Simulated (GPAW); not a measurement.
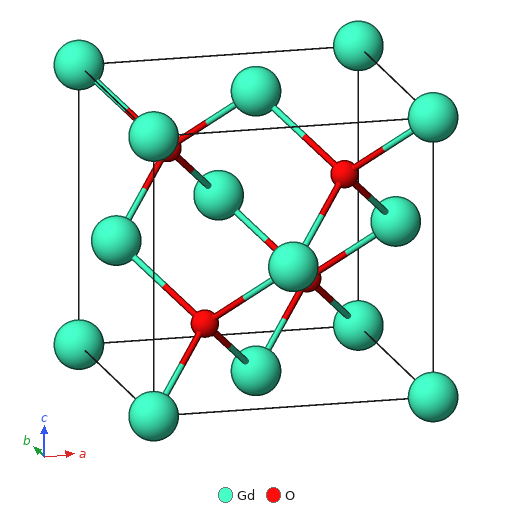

System: GdO, space group F-43m (No. 216). The picture shows the conventional cell.

Input of the run:
```
from ase import Atoms
from ase.eos import EquationOfState
from ase.io import Trajectory
from ase.units import GPa
from gpaw import GPAW, PW

atoms = Atoms(['Gd', 'O'],
              cell=[[0.0, 2.7, 2.7],
                    [2.7, 0.0, 2.7],
                    [2.7, 2.7, 0.0]],
              scaled_positions=[[0.0, 0.0, 0.0],
                                [0.75, 0.75, 0.75]],
              pbc=True)
atoms.set_initial_magnetic_moments([7.0, 0.0])

traj = Trajectory('eos.traj', 'w')
volumes, energies = [], []
for x in [0.94, 0.96, 0.98, 1.0, 1.02, 1.04, 1.06]:
    a = atoms.copy()
    a.set_cell(atoms.cell * x**(1 / 3), scale_atoms=True)
    calc = GPAW(mode=PW(800),
                xc='PBE',
                kpts={'size': (7, 7, 7), 'gamma': True},
                occupations={'name': 'fermi-dirac', 'width': 0.05},
                nbands=25,
                convergence={'density': 1e-05, 'energy': 1e-05},
                maxiter=150,
                txt=f'eos-{x:.2f}.txt')
    a.calc = calc
    energies.append(a.get_potential_energy(force_consistent=True))
    volumes.append(a.get_volume())
    p = -a.get_stress()[:3].mean() / GPa
    calc.write(f'eos-{x:.2f}.gpw')
    traj.write(a)
    print(f'{x:.2f} {volumes[-1]:10.4f} A^3 {energies[-1]:14.6f} eV {p:9.3f} GPa', flush=True)

v0, e0, B = EquationOfState(volumes, energies, eos='birchmurnaghan').fit()
print(f'V0 = {v0:.4f} A^3, E0 = {e0:.6f} eV, B0 = {B / GPa:.2f} GPa')
```

Command:
```bash
OMP_NUM_THREADS=1 python run.py
```

Computed with GPAW 26.7.0: PAW DFT in plane waves, on a grid or in atomic orbitals, collinear spins; energies at scaled volumes of the given cell, shape and fractions fixed, counted from the fit's minimum, third-order Birch-Murnaghan fit. Level: PBE, collinear spin.

| setting | value |
| --- | --- |
| k mesh | 7×7×7 |
| occupations | Fermi–Dirac |
| smearing width | 0.05 eV |
| potentials | GPAW PAW data sets (gpaw data 1.2.1) |
| wave cutoff | 800 eV |
| program settings | basis pw |

What does the calculation give for the energy and pressure against volume? The volume takes the values 18.50, 18.90, 19.29, 19.68, 20.08, 20.47, 20.86 Å³/atom.

A third-order Birch–Murnaghan fit gives V0 = 19.60 Å³/atom, B0 = 96.3 GPa and B′ = 4.3. The energy is 20.34 meV/atom at volume 18.50 Å³/atom and 22.05 meV/atom at 20.86 Å³/atom; the lowest computed point is at volume 19.68 Å³/atom (0.09 meV/atom), and no other minimum shows. The pressure falls from 6.11 GPa at volume 18.50 Å³/atom to −5.41 GPa at 20.86 Å³/atom, and changes sign near 19.57 Å³/atom.

```tsv
volume (Å³/atom)	energy (meV/atom)	pressure (GPa)
18.50	20.34	6.11
18.90	8.07	3.66
19.29	1.48	1.44
19.68	0.09	-0.55
20.08	3.39	-2.34
20.47	10.85	-3.96
20.86	22.05	-5.41
```

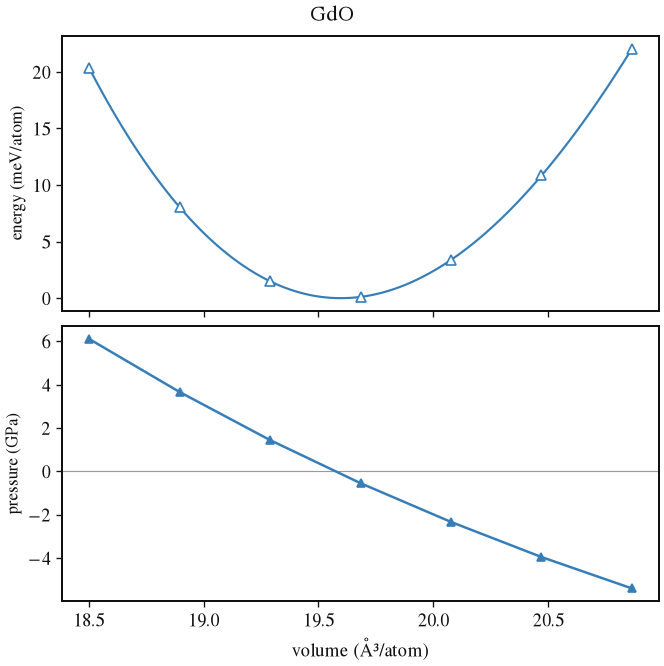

Keep in mind: compensation charges of f shells cut short.
